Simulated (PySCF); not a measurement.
# Single-point calculation, with input and output: C8H6

- system: C8H6, SMILES C#Cc1ccccc1
- method: RPA (PBE)/def2-SVP, RKS (PySCF 2.14.0)

The geometry comes from this level: PBE0-D4/def2-TZVP.

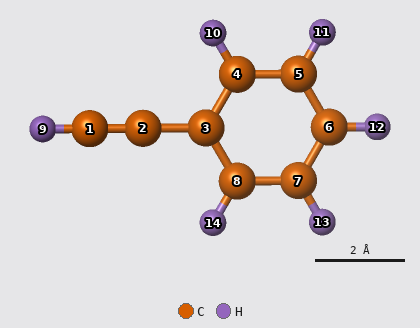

Fig. 1: The input geometry (ball-and-stick view, seen on its broad side; atoms are numbered from 1 in the order of the input).

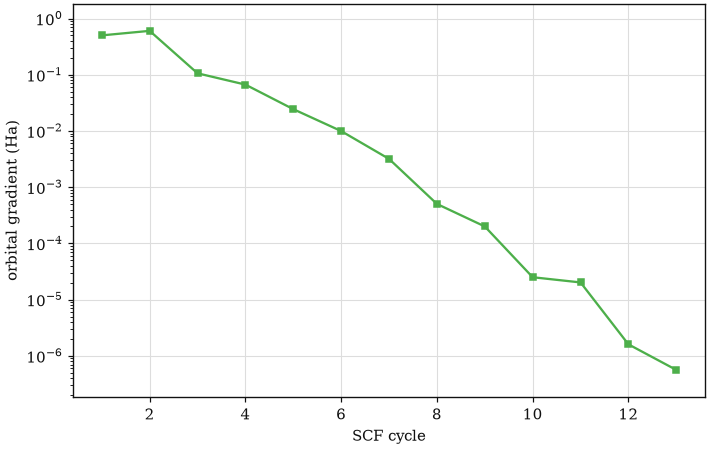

Fig. 2: Convergence of the self-consistent field: orbital gradient against the SCF cycle. The residual falls almost steadily, with no more than small rises.

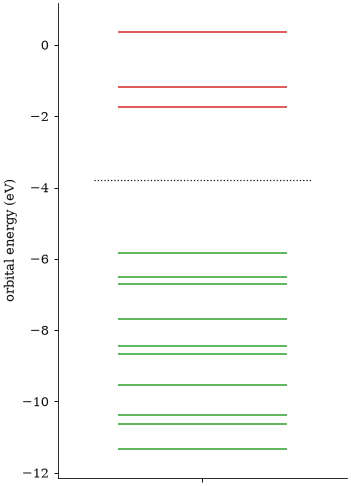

Fig. 3: Orbital energies near the frontier (SCF reference); the dotted line parts filled from empty levels, and levels within 0.02 eV of each other stand side by side. Highest filled −5.85 eV, lowest empty −1.74 eV, 4.11 eV apart.

These pictures come from the run below.

### The input (input.py)
```python
from pyscf import gto, dft
from pyscf.gw.rpa import RPA

mol = gto.Mole()
mol.atom = [
    ('C', (1.321700, -0.516220, 3.030340)),
    ('C', (0.846540, -0.329910, 1.941510)),
    ('C', (0.284430, -0.110460, 0.652900)),
    ('C', (0.565160, 1.063620, -0.050590)),
    ('C', (0.016910, 1.272570, -1.303650)),
    ('C', (-0.815590, 0.318090, -1.870740)),
    ('C', (-1.098920, -0.850330, -1.177760)),
    ('C', (-0.554700, -1.066960, 0.075730)),
    ('H', (1.742160, -0.681210, 3.993830)),
    ('H', (1.215600, 1.804800, 0.397500)),
    ('H', (0.240780, 2.186580, -1.841420)),
    ('H', (-1.243440, 0.484750, -2.852480)),
    ('H', (-1.748640, -1.598470, -1.616930)),
    ('H', (-0.771970, -1.976820, 0.621750)),
]
mol.verbose = 4
mol.basis = 'def2-svp'
mol.max_memory = 1860
mol.build()

mf = dft.RKS(mol, xc='pbe')
mf.grids.level = 5
mf.conv_tol = 1e-10
mf.kernel()
if not mf.converged:
    mf = mf.newton().run(mf.mo_coeff, mf.mo_occ)

rpa = RPA(mf, frozen=8)
rpa.kernel()
e_exx = mf.to_hf().energy_tot(mf.make_rdm1())
energy = e_exx + rpa.e_corr
print('E(%s) = %.9f' % ('PBE', energy))
```

Run as:
```bash
OMP_NUM_THREADS=1 python input.py
```

### Log
```
PySCF version 2.14.0

[INPUT] num. atoms = 14
[INPUT] num. electrons = 54
[INPUT] charge = 0
[INPUT] spin (= nelec alpha-beta = 2S) = 0
[INPUT] symmetry False subgroup None
[INPUT] Mole.unit = angstrom
[INPUT] Symbol           X                Y                Z      unit          X                Y                Z       unit  Magmom
[INPUT]  1 C      1.321700000000  -0.516220000000   3.030340000000 AA    2.497651018838  -0.975514420023   5.726512664314 Bohr   0.0
[INPUT]  2 C      0.846540000000  -0.329910000000   1.941510000000 AA    1.599728753489  -0.623439545755   3.668922168104 Bohr   0.0
[INPUT]  3 C      0.284430000000  -0.110460000000   0.652900000000 AA    0.537494801610  -0.208739147719   1.233802186729 Bohr   0.0
[INPUT]  4 C      0.565160000000   1.063620000000  -0.050590000000 AA    1.067997616559   2.009950500610  -0.095601244642 Bohr   0.0
[INPUT]  5 C      0.016910000000   1.272570000000  -1.303650000000 AA    0.031955268766   2.404808774338  -2.463541462289 Bohr   0.0
[INPUT]  6 C     -0.815590000000   0.318090000000  -1.870740000000 AA   -1.541241729934   0.601102982963  -3.535186250269 Bohr   0.0
[INPUT]  7 C     -1.098920000000  -0.850330000000  -1.177760000000 AA   -2.076657832807  -1.606890815501  -2.225643840468 Bohr   0.0
[INPUT]  8 C     -0.554700000000  -1.066960000000   0.075730000000 AA   -1.048231081296  -2.016262185866   0.143108959413 Bohr   0.0
[INPUT]  9 H      1.742160000000  -0.681210000000   3.993830000000 AA    3.292205265172  -1.287300333315   7.547244888072 Bohr   0.0
[INPUT] 10 H      1.215600000000   1.804800000000   0.397500000000 AA    2.297151077021   3.410577709615   0.751166134515 Bohr   0.0
[INPUT] 11 H      0.240780000000   2.186580000000  -1.841420000000 AA    0.455008256273   4.132037349451  -3.479779480297 Bohr   0.0
[INPUT] 12 H     -1.243440000000   0.484750000000  -2.852480000000 AA   -2.349761052329   0.916044738883  -5.390405975799 Bohr   0.0
[INPUT] 13 H     -1.748640000000  -1.598470000000  -1.616930000000 AA   -3.304450690459  -3.020670518334  -3.055554862593 Bohr   0.0
[INPUT] 14 H     -0.771970000000  -1.976820000000   0.621750000000 AA   -1.458811876380  -3.735648397563   1.174937217948 Bohr   0.0

nuclear repulsion = 300.232518797397
number of shells = 66
number of NR pGTOs = 234
number of NR cGTOs = 142
basis = def2-svp
ecp = {}

******** <class 'pyscf.dft.rks.RKS'> ********
method = RKS
initial guess = minao
damping factor = 0
level_shift factor = 0
DIIS = <class 'pyscf.scf.diis.CDIIS'>
diis_start_cycle = 1
diis_space = 8
diis_damp = 0
SCF conv_tol = 1e-10
SCF conv_tol_grad = None
SCF max_cycles = 50
direct_scf = True
direct_scf_tol = 1e-13
XC library pyscf.dft.libxc version 7.0.0
    S. Lehtola, C. Steigemann, M. J.T. Oliveira, and M. A.L. Marques.,  SoftwareX 7, 1–5 (2018)
XC functionals = pbe
    J. P. Perdew, K. Burke, and M. Ernzerhof.,  Phys. Rev. Lett. 77, 3865 (1996)
    J. P. Perdew, K. Burke, and M. Ernzerhof.,  Phys. Rev. Lett. 78, 1396 (1997)
    J. P. Perdew, K. Burke, and M. Ernzerhof.,  Phys. Rev. Lett. 77, 3865 (1996)
    J. P. Perdew, K. Burke, and M. Ernzerhof.,  Phys. Rev. Lett. 78, 1396 (1997)
radial grids:
    Treutler-Ahlrichs [JCP 102, 346 (1995); DOI:10.1063/1.469408] (M4) radial grids

becke partition: Becke, JCP 88, 2547 (1988); DOI:10.1063/1.454033
pruning grids: <function nwchem_prune>
grids dens level: 5
symmetrized grids: False
atomic radii adjust function: <function treutler_atomic_radii_adjust>
small_rho_cutoff = 0
Set gradient conv threshold to 1e-05
Initial guess from minao.
tot grids = 485064
init E= -308.740911905695
  HOMO = -0.296019406745815  LUMO = -0.136100974753778  gap/eV = 4.35160
cycle= 1 E= -307.692201497767  delta_E= 1.05  |g|= 0.501  |ddm|= 5.25
  HOMO = -0.144625803401435  LUMO = -0.0017978796429956  gap/eV = 3.88655
cycle= 2 E= -307.662809806208  delta_E= 0.0294  |g|= 0.603  |ddm|= 1.44
  HOMO = -0.212331658389211  LUMO = -0.0644870537356685  gap/eV = 4.02306
cycle= 3 E= -307.764421548366  delta_E= -0.102  |g|= 0.106  |ddm|= 0.896
  HOMO = -0.21662939883896  LUMO = -0.0643928203029969  gap/eV = 4.14257
cycle= 4 E= -307.766484930594  delta_E= -0.00206  |g|= 0.0667  |ddm|= 0.196
  HOMO = -0.215392129369777  LUMO = -0.0644006220533369  gap/eV = 4.10869
cycle= 5 E= -307.767681526434  delta_E= -0.0012  |g|= 0.0244  |ddm|= 0.0797
  HOMO = -0.214612911829965  LUMO = -0.0638595180980621  gap/eV = 4.10221
cycle= 6 E= -307.767807547663  delta_E= -0.000126  |g|= 0.00995  |ddm|= 0.0322
  HOMO = -0.214796778497366  LUMO = -0.0640352889094937  gap/eV = 4.10243
cycle= 7 E= -307.767834379702  delta_E= -2.68e-05  |g|= 0.00318  |ddm|= 0.0143
  HOMO = -0.214864042419432  LUMO = -0.0640166097339643  gap/eV = 4.10477
cycle= 8 E= -307.767837168824  delta_E= -2.79e-06  |g|= 0.000503  |ddm|= 0.00382
  HOMO = -0.214858815776394  LUMO = -0.0640177128580008  gap/eV = 4.10460
cycle= 9 E= -307.767837229843  delta_E= -6.1e-08  |g|= 0.0002  |ddm|= 0.000619
  HOMO = -0.214862984776233  LUMO = -0.0640264620320004  gap/eV = 4.10447
cycle= 10 E= -307.767837240343  delta_E= -1.05e-08  |g|= 2.5e-05  |ddm|= 0.000236
  HOMO = -0.214864096228299  LUMO = -0.0640274540248971  gap/eV = 4.10447
cycle= 11 E= -307.767837240406  delta_E= -6.28e-11  |g|= 2.02e-05  |ddm|= 4.25e-05
  HOMO = -0.214863402023573  LUMO = -0.0640265829232112  gap/eV = 4.10448
cycle= 12 E= -307.76783724051  delta_E= -1.05e-10  |g|= 1.6e-06  |ddm|= 2.03e-05
  HOMO = -0.214863307845566  LUMO = -0.0640265375696942  gap/eV = 4.10448
cycle= 13 E= -307.767837240512  delta_E= -1.25e-12  |g|= 5.61e-07  |ddm|= 4e-06
  HOMO = -0.214863432501159  LUMO = -0.0640266171482375  gap/eV = 4.10448
Extra cycle  E= -307.767837240511  delta_E= 5.68e-13  |g|= 1.16e-06  |ddm|= 2.27e-06
converged SCF energy = -307.767837240511

******** <class 'pyscf.gw.rpa.RPA'> ********
method = RPA
nocc = 19  nmo = 134
frozen orbitals = 8
mem_avail = 1280.85  mem_blk = 0.16  auxlen = 468

******** <class 'pyscf.df.df.DF'> ********
auxbasis = auxmol.basis = {'H': 'def2-svp-ri', 'C': 'def2-svp-ri'}
Lowest orbital energy difference:  1.5084e-01
E(RPA) = -307.69453408703  E_corr = -1.58986896410224  E_hf = -306.104665122928
E(PBE) = -307.690315880
```

### Results in brief

- outcome: converged
- total energy: −307.690316 hartree
- SCF energy: −307.767837 hartree
- correlation energy: −1.589869 hartree
- basis functions: 142
- HOMO of the SCF reference: −5.85 eV
- LUMO of the SCF reference: −1.74 eV
- hardware: 1 thread of Intel Xeon @ 2.70GHz, 189 GiB of memory available, shared host
- wall time: 53 s
- peak memory: 0.93 GiB
